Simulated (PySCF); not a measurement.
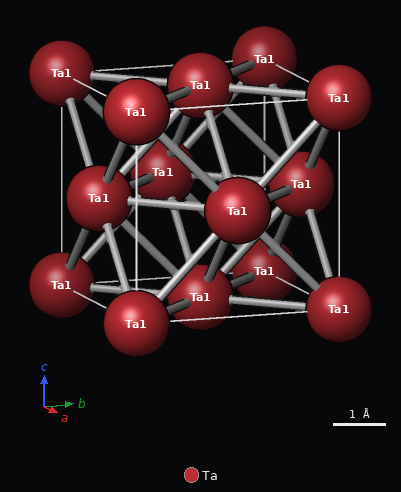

Fig. 1: The structure (ball-and-stick view of the cell 4 times as large as that of the calculation, set on its symmetry axes, seen slightly off an axis; atoms are numbered from 1 in the order of the input). An atom can appear more than once, as a periodic image. Near neighbours in the periodic cell (some may lie outside the picture): Ta has 12 Ta at 2.98 Å.

**Converge calculation of Ta**

The run: converge calculation of Ta (Fm-3m, 1 atom in the cell). Method and program: Kohn-Sham DFT of a periodic cell in Gaussian orbitals, PBE, DZVP-MOLOPT-SR/GTH-PBE, no spin polarisation (PySCF 2.14.0).

The structure derives from an entry of the Crystallography Open Database. It belongs to a series of runs on one base structure; here: density cutoff = 70.

### Input file
```python
import json
import numpy as np
from pyscf.pbc import gto, scf, dft, df

cell = gto.Cell()
cell.basis = 'DZVP-MOLOPT-SR-GTH-q13'
cell.pseudo = 'GTH-PBE-q13'
cell.fromfile('Ta.xyz')
cell.ke_cutoff = 70  # hartree
cell.exp_to_discard = 0.02
cell.precision = 1e-08
cell.space_group_symmetry = True
cell.symmorphic = False
cell.max_memory = 2940  # MB
cell.verbose = 4
cell.build()

res = {}
kpts = cell.make_kpts([4, 4, 4], space_group_symmetry=True, time_reversal_symmetry=True)
cell.space_group_symmetry = False  # the mesh holds the operations; no search on the supercells of the integral code
mf = dft.KRKS(cell, kpts, xc='pbe')
mf = mf.multigrid_numint()
mf = mf.smearing(sigma=0.00183747, method='fermi')  # hartree
mf.conv_tol = 1e-07
mf.max_cycle = 60

mf.kernel()
res.update(converged=bool(mf.converged), e_tot=mf.e_tot, nelec=cell.nelectron, nao=cell.nao, mesh=list(map(int, cell.mesh)), a=cell.lattice_vectors().tolist(), coords=cell.atom_coords().tolist(),
           mo_energy=[np.real(x).tolist() for x in mf.mo_energy], mo_occ=[np.real(x).tolist() for x in mf.mo_occ])
res.update(e_free=mf.e_free, e_zero=mf.e_zero)
res.update(kpts=kpts.kpts_scaled_ibz.tolist(), weights=kpts.weights_ibz.tolist())
res['parts'] = {k: float(np.real(v)) for k, v in mf.scf_summary.items() if np.isscalar(v)}
json.dump(res, open('results.json', 'w'))
if not mf.converged:
    raise SystemExit('SCF not converged')

print('levels (eV)')
for i, kp in enumerate(res['kpts'][:40]):
    print('k %7.4f %7.4f %7.4f  ' % tuple(kp), ' '.join('%.3f' % (x * 27.211386) for x in res['mo_energy'][i][:12]))

mf = mf.to_khf()  # unfold to the whole mesh
kpts = mf.kpts
# Mulliken populations
dm, s = np.asarray(mf.make_rdm1()), np.asarray(mf.get_ovlp())
sites = cell.aoslice_by_atom()[:, 2:]
tot = np.einsum('kij,kji->i', dm, s).real / len(kpts)
res['mulliken'] = [cell.atom_charge(i) - tot[a0:a1].sum() for i, (a0, a1) in enumerate(sites)]
print('Mulliken charges', np.round(res['mulliken'], 5))
res['meta_lowdin'] = mf.mulliken_meta()[1].tolist()
res['done'] = True
json.dump(res, open('results.json', 'w'))
```

### File Ta.xyz
```
1
Lattice="0.0000000000 2.1100000000 2.1100000000 2.1100000000 0.0000000000 2.1100000000 2.1100000000 2.1100000000 0.0000000000" Properties=species:S:1:pos:R:3 pbc="T T T"
Ta     0.0000000000      0.0000000000      0.0000000000
```

Launched with:
```bash
OMP_NUM_THREADS=2 python -u run.py > log
```

### Output
```
UserWarning: Electron number 13 and spin 0 are not consistent in cell

  warnings.warn('Electron number %d and spin %d are not consistent '
Discarded 0 diffused primitive functions, 0 contracted functions
time reversal: False
k-points in IBZ                         weights
  0:  0.000000,  0.000000,  0.000000    1/64
  1:  0.500000,  0.500000,  0.000000    3/64
  2:  0.500000,  0.500000,  0.500000    4/64
  3:  0.750000,  0.500000,  0.250000    6/64
  4:  0.750000,  0.750000,  0.000000    6/64
  5:  0.750000,  0.750000,  0.250000    24/64
  6:  0.750000,  0.750000,  0.500000    12/64
  7:  0.750000,  0.750000,  0.750000    8/64

******** <class 'pyscf.pbc.scf.smearing.SmearingKsymAdaptedKRKS'> ********
method = SmearingKsymAdaptedKRKS
initial guess = minao
damping factor = 0
level_shift factor = 0
DIIS = <class 'pyscf.scf.diis.CDIIS'>
diis_start_cycle = 1
diis_space = 8
diis_damp = 0
SCF conv_tol = 1e-07
SCF conv_tol_grad = None
SCF max_cycles = 60
direct_scf = True
direct_scf_tol = 1e-13

******** PBC SCF flags ********
N kpts (BZ) = 64
N kpts (IBZ) = 8
Exchange divergence treatment (exxdiv) = ewald
    madelung (= occupied orbital energy shift) = 0.1437324955469455
    Total energy shift due to Ewald probe charge = -1/2 * Nelec*madelung = -0.934261221055
DF object = <pyscf.pbc.df.fft.FFTDF object>
XC functionals = pbe
small_rho_cutoff = 0
Uniform grid, mesh = [23 23 23]
Set gradient conv threshold to 0.000316228
nelec by numeric integration = 13.000003140566443
init E= -58.7446830776993
    sigma = 0.00183747  Optimized mu = 0.68147655062  entropy = 0.384080463385
nelec by numeric integration = 12.999999999999952
    Total E(T) = -58.2027807244997  Free energy = -58.2034864608288  E0 = -58.2031335926643
cycle= 1 E= -58.2027807244997  delta_E= 0.542  |g|= 0.667  |ddm|= 13.7
    sigma = 0.00183747  Optimized mu = 0.643271495537  entropy = 0.391387593419
nelec by numeric integration = 12.99999999999996
    Total E(T) = -58.2187506037381  Free energy = -58.2194697666994  E0 = -58.2191101852187
cycle= 2 E= -58.2187506037381  delta_E= -0.016  |g|= 0.362  |ddm|= 10.8
    sigma = 0.00183747  Optimized mu = 0.657712546601  entropy = 0.384267124406
nelec by numeric integration = 12.999999999999963
    Total E(T) = -58.2263167648452  Free energy = -58.2270228441582  E0 = -58.2266698045017
cycle= 3 E= -58.2263167648452  delta_E= -0.00757  |g|= 0.00553  |ddm|= 3.33
    sigma = 0.00183747  Optimized mu = 0.657340527108  entropy = 0.384280834804
nelec by numeric integration = 12.99999999999996
    Total E(T) = -58.2263184134626  Free energy = -58.2270245179681  E0 = -58.2266714657153
cycle= 4 E= -58.2263184134626  delta_E= -1.65e-06  |g|= 3.81e-05  |ddm|= 0.0519
    sigma = 0.00183747  Optimized mu = 0.657342657204  entropy = 0.384280712272
nelec by numeric integration = 12.999999999999963
    Total E(T) = -58.2263184137919  Free energy = -58.2270245180722  E0 = -58.2266714659321
cycle= 5 E= -58.2263184137919  delta_E= -3.29e-10  |g|= 3.38e-07  |ddm|= 0.00055
    sigma = 0.00183747  Optimized mu = 0.657342639395  entropy = 0.384280713065
nelec by numeric integration = 12.999999999999956
    Total E(T) = -58.2263184137903  Free energy = -58.2270245180721  E0 = -58.2266714659312
Extra cycle  E= -58.2263184137903  delta_E= 1.61e-12  |g|= 1.93e-07  |ddm|= 1.02e-05
converged SCF energy = -58.2263184137903
levels (eV)
k  0.0000  0.0000  0.0000   -49.482 -15.734 -15.733 -15.733 9.966 18.556 18.556 18.556 21.572 21.572 32.491 38.006
k  0.5000  0.5000  0.0000   -49.364 -16.678 -16.097 -16.097 13.675 14.749 21.049 23.879 24.587 24.588 30.508 30.573
k  0.5000  0.5000  0.5000   -49.393 -16.742 -15.868 -15.868 13.473 18.333 18.333 18.759 23.902 23.902 28.210 33.278
k  0.7500  0.5000  0.2500   -49.364 -16.395 -16.394 -16.111 15.296 16.911 16.911 20.025 24.594 28.021 28.608 28.608
k  0.7500  0.7500  0.0000   -49.423 -16.232 -15.918 -15.918 12.746 16.260 18.794 20.505 20.506 22.594 36.809 36.809
k  0.7500  0.7500  0.2500   -49.379 -16.570 -16.137 -15.984 14.684 16.061 17.820 20.378 24.096 25.179 28.047 34.093
k  0.7500  0.7500  0.5000   -49.393 -16.462 -16.160 -15.869 14.654 16.884 17.140 19.861 21.200 25.153 30.697 33.804
k  0.7500  0.7500  0.7500   -49.438 -16.255 -15.801 -15.801 12.054 17.377 18.957 18.957 21.598 21.598 32.834 35.813
Mulliken charges [-0.]
 ** Mulliken pop on meta-lowdin orthogonal AOs **
 ** Mulliken pop  **
pop of  0 Ta 5s           1.99998
pop of  0 Ta 6s           0.97820
pop of  0 Ta 7s           0.01065
pop of  0 Ta 5px          1.99976
pop of  0 Ta 5py          1.99976
pop of  0 Ta 5pz          1.99976
pop of  0 Ta 6px          0.01509
pop of  0 Ta 6py          0.01509
pop of  0 Ta 6pz          0.01509
pop of  0 Ta 5dxy         0.88307
pop of  0 Ta 5dyz         0.88307
pop of  0 Ta 5dz^2        0.62655
pop of  0 Ta 5dxz         0.88307
pop of  0 Ta 5dx2-y2      0.62655
pop of  0 Ta 6dxy         0.01135
pop of  0 Ta 6dyz         0.01135
pop of  0 Ta 6dz^2        0.01050
pop of  0 Ta 6dxz         0.01135
pop of  0 Ta 6dx2-y2      0.01050
pop of  0 Ta 5f-3         0.00126
pop of  0 Ta 5f-2         0.00291
pop of  0 Ta 5f-1         0.00086
pop of  0 Ta 5f+0         0.00186
pop of  0 Ta 5f+1         0.00086
pop of  0 Ta 5f+2         0.00026
pop of  0 Ta 5f+3         0.00126
 ** Mulliken atomic charges  **
charge of    0Ta =     -0.00000
```

### Key numbers

| quantity | value |
| --- | --- |
| outcome | converged |
| space group (tolerance 0.01 Å) | Fm-3m (225) |
| electrons treated | 13 |
| free energy | −1584.4381 eV |
| total energy | −1584.4188 eV |
| Fermi energy | 17.887 eV |
| gap on the k-point mesh | none (metallic) |
| hardware | 2 threads of Arm Neoverse V2, 24 GiB of memory available, shared host |
| wall time | 37 s (CPU time 69 s) |
| peak memory | 0.47 GiB |

Points of doubt noted for this run: coarse mesh; density mesh low for hard elements. Spin–orbit coupling is left out, which matters for Ta. The k-point mesh is coarse for a cell of this size, so the results may not be converged.
